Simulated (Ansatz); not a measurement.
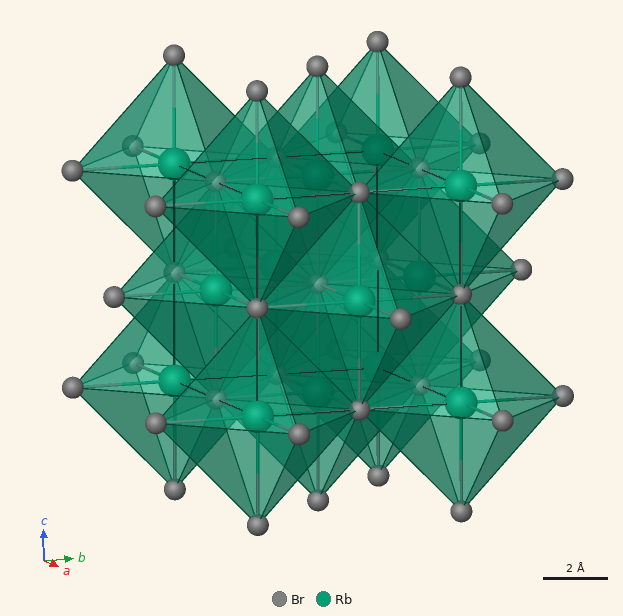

Crystal structure, polyhedral style, seen slightly off an axis. Atoms at the boundary of the drawn cell (a repeat of the simulation cell) (the box) are drawn once for each face, edge or corner they touch. A few atoms beyond the faces are included.

RbBr, a = 6.905 Å, b = 6.905 Å, c = 6.905 Å, α = 90.27°, β = 90.27°, γ = 90.27°. Strictly the space group is R-3m (No. 166, within 0.01 Å). It is a distorted form of a face-centred cubic structure, space group Fm-3m (No. 225) within 0.25 Å: rock salt (NaCl type). The structure was taken from a structure type filled with these elements by a generator (whether the compound takes this form wasn't checked). The cell was then strained or its atoms displaced on purpose. An electronic-structure calculation with Ansatz was run on it.

This one geometry was computed with Ansatz (DFT, plane waves, PAW) at three levels of theory: HSE06, r2SCAN and PBE. It was relaxed with r2SCAN and then strained.

### How does the band gap change with the level of theory?

PBE: a gap of 4.30 eV, direct; r2SCAN: a gap of 4.90 eV, direct; HSE06: a gap of 5.45 eV, direct.

### Collect the results in a table.

| level | cutoff (eV) | k-mesh of the run's cell | gap (eV) | pressure (GPa) |
| --- | --- | --- | --- | --- |
| HSE06 | 420 | 4×4×4 | 5.45 | 0.4 |
| r2SCAN | 500 | 6×6×6 | 4.90 | 0.1 |
| PBE | 420 | 6×6×6 | 4.30 | 0.6 |

Gaps are taken on the k-mesh or band path of each run.
